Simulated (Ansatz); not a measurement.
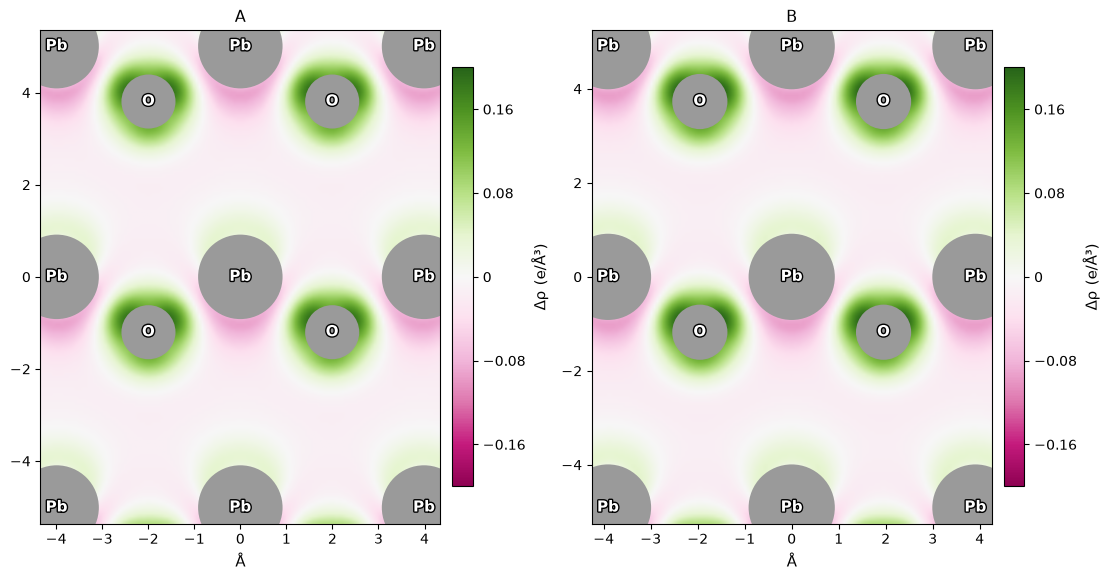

PbO: deformation density on the (100) plane of the conventional cell at two volumes, with the same fractional coordinates and one colour scale. Grey discs cover the cores. Panel B has 94 % of the volume of panel A.

Space group P4/nmm.

The calculation used DFT PBE, scalar-relativistic, plane waves, PAW in Ansatz.

**What changes between the database cell and the scaled one?**

From A to B, O–Pb goes from 2.33 to 2.28 Å, and Δρ at its midpoint from about zero to −0.005 e/Å³.
- The pressure is 3.0 GPa in A and 9.2 GPa in B.
- Bader charges in A: Pb +1.16 and O −1.16 e; in B: Pb +1.17 and O −1.17 e.
- The rearranged charge is 0.28 e an atom in A and 0.28 e in B.
- The scaled cell isn't relaxed: forces reach 0.9 eV/Å.
